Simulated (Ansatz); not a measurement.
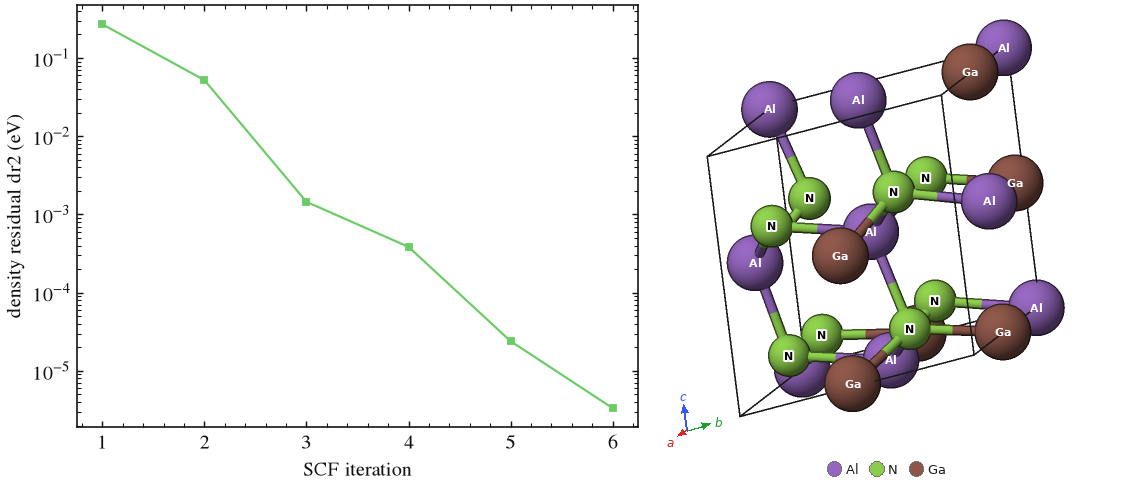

Beside the plot: the structure.

The plot shows the SCF iterations of a calculation: density residual dr2. The starting density is a sum of atomic densities corrected by a trained network.

Al$_{4}$N$_{8}$Ga$_{4}$ (16 atoms in the cell), run with Ansatz.

```
crystal:
  lattice:
    - [0.000000, 4.437921, 4.437921]
    - [4.437921, 0.000000, 4.437921]
    - [4.437921, 4.437921, 0.000000]
  atoms:
    - { symbol: Al, position: [0.026847, 0.992977, 0.994309] }
    - { symbol: Al, position: [0.494550, 0.486671, 0.497455] }
    - { symbol: Al, position: [0.505918, 0.506814, 0.000742] }
    - { symbol: Al, position: [0.498170, 0.993342, 0.495590] }
    - { symbol: N, position: [0.125130, 0.122419, 0.114151] }
    - { symbol: N, position: [0.598820, 0.634581, 0.635561] }
    - { symbol: N, position: [0.149135, 0.148188, 0.638606] }
    - { symbol: N, position: [0.646119, 0.644878, 0.116581] }
    - { symbol: N, position: [0.148099, 0.614844, 0.133840] }
    - { symbol: N, position: [0.628406, 0.120818, 0.631414] }
    - { symbol: N, position: [0.612635, 0.121221, 0.130638] }
    - { symbol: N, position: [0.160447, 0.645493, 0.603520] }
    - { symbol: Ga, position: [0.043664, 0.974634, 0.482113] }
    - { symbol: Ga, position: [0.003887, 0.484151, 0.012690] }
    - { symbol: Ga, position: [0.511989, 0.985854, 0.997507] }
    - { symbol: Ga, position: [0.962285, 0.487735, 0.495742] }
kpoints:
  mp_grid: { grid: [2, 2, 2], shift: [0.5, 0.5, 0.5] }
hamiltonian:
  xc: pbesol
scf:
  occupations: { method: fermi_dirac, width: 0.5 }
  max_iter: 6
output:
  forces: true
  eigenvalues: true
  stress: true
```

Run as:
```bash
ansatz run in.yaml --threads 8 --pin off --max-ram 118750MiB --runs-dir r --events-out ev --progress --plain --backend cuda --devices 0,
```

Was self-consistency reached?

It did not converge: it stopped after 6 iterations. The residual is still falling at the last step (down to 3 × 10⁻⁶).
